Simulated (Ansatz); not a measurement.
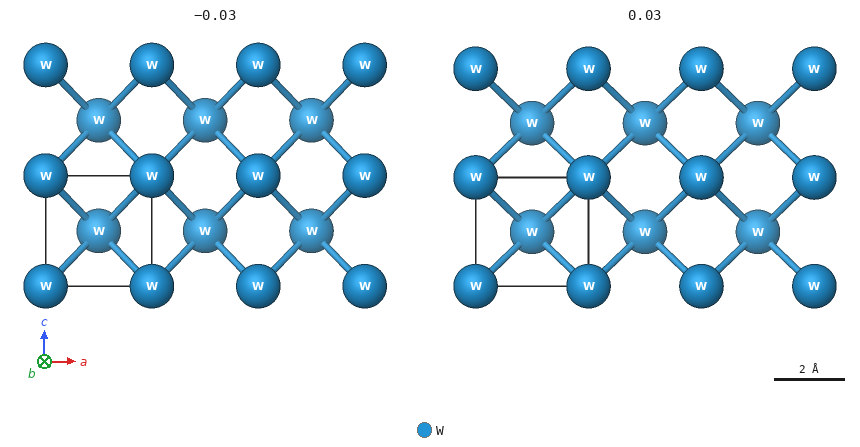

A crystal of W (set up in Im-3m), under uniaxial strain along a (b, c relaxed, atoms fixed by symmetry), with energies (extrapolated to zero smearing) counted from the relaxed crystal, which is the row at zero. The picture shows the first and the last member. The picture is a ball-and-stick view of the cell of the calculation, repeated 3 × 1 × 2 with one cell outlined, seen along the b axis.

Computed with Ansatz 0.2.0: DFT PBEsol, scalar-relativistic, plane waves, PAW. Settings: plane-wave cutoff 420 eV; k-point mesh 16 × 16 × 16; occupations gaussian; smearing width 0.1 eV; no spin polarisation; force threshold 0.008 eV/Å.

```json
{"strain": "−0.03", "energy (meV/atom)": "18.19", "a (Å)": "3.060", "b (Å)": "3.182"}
{"strain": "−0.02", "energy (meV/atom)": "7.48", "a (Å)": "3.091", "b (Å)": "3.173"}
{"strain": "−0.01", "energy (meV/atom)": "?", "a (Å)": "?", "b (Å)": "?"}
{"strain": "0.0", "energy (meV/atom)": "0.00", "a (Å)": "3.154", "b (Å)": "3.154"}
{"strain": "0.01", "energy (meV/atom)": "1.74", "a (Å)": "3.186", "b (Å)": "3.145"}
{"strain": "0.02", "energy (meV/atom)": "7.04", "a (Å)": "3.217", "b (Å)": "3.136"}
{"strain": "0.03", "energy (meV/atom)": "16.09", "a (Å)": "3.249", "b (Å)": "3.128"}
```

Estimate the missing row from the others, and compare with the calculation.

Answer. A parabola through three neighbouring rows (−0.03, −0.02, 0.0) gives, with Lagrange weights, (−0.3333)(18.19) + (1.0000)(7.48) + (0.3333)(0.00) = 1.42 meV/atom. The calculation gives 1.74 meV/atom (a = 3.123 Å, b = 3.164 Å). The estimate is 0.32 meV/atom too low. From the first member to the last: W–W 3.060 → 3.249 Å, W–W 3.182 → 3.128 Å, W–W 2.721 → 2.744 Å.

The whole series:

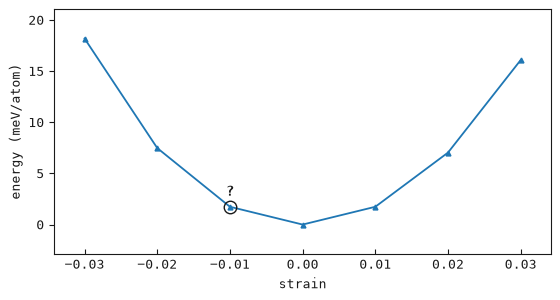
